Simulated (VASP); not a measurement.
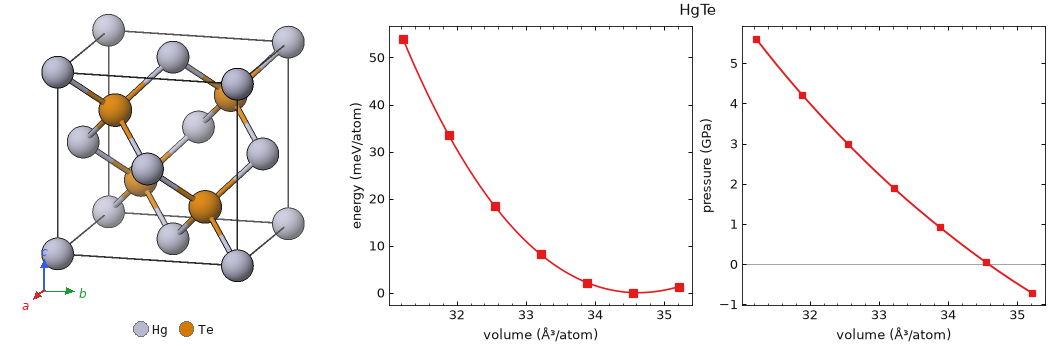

Calculation (VASP 6.6.1): plane-wave DFT, no spin polarisation; energies at scaled volumes of the given cell, shape and fractions fixed, counted from the fit's minimum, third-order Birch-Murnaghan fit. Level: PBEsol.

k mesh 7×7×7; occupations Fermi–Dirac; smearing width 0.05 eV; potentials VASP PAW PBE potentials, recommended; wave cutoff 520 eV.

Cell as given: a = 4.546 Å, b = 4.546 Å, c = 4.546 Å, α = 60.00°, β = 60.00°, γ = 60.00°; 2 atoms.

Energy and pressure against volume for HgTe, space group F-43m (No. 216). The conventional cell is drawn beside the plot.

A third-order Birch–Murnaghan fit gives V0 = 34.62 Å³/atom, B0 = 41.9 GPa and B′ = 5.2. The energy is 54.00 meV/atom at volume 31.22 Å³/atom and 1.26 meV/atom at 35.21 Å³/atom; the lowest computed point is at volume 34.54 Å³/atom (0.03 meV/atom). The pressure falls from 5.61 GPa at volume 31.22 Å³/atom to −0.71 GPa at 35.21 Å³/atom, and changes sign near 34.59 Å³/atom.

Keep in mind: spin-orbit coupling left out, heavy elements.

Input file:
```
  PREC = Accurate
  ENCUT = 520
  EDIFF = 1E-7
  ISMEAR = -1
  SIGMA = 0.05
  LREAL = False
  LASPH = True
  NELM = 60
  ALGO = Normal
  ISIF = 2
  LWAVE = False
  LCHARG = True
  GGA = PS
  LELF = True
  LVHAR = True
  NBANDS = 16
```

Run as:
```bash
cat potpaw_PBE.64/Hg/POTCAR potpaw_PBE.64/Te/POTCAR > POTCAR
mpirun -np 1 vasp_std > vasp.out
```
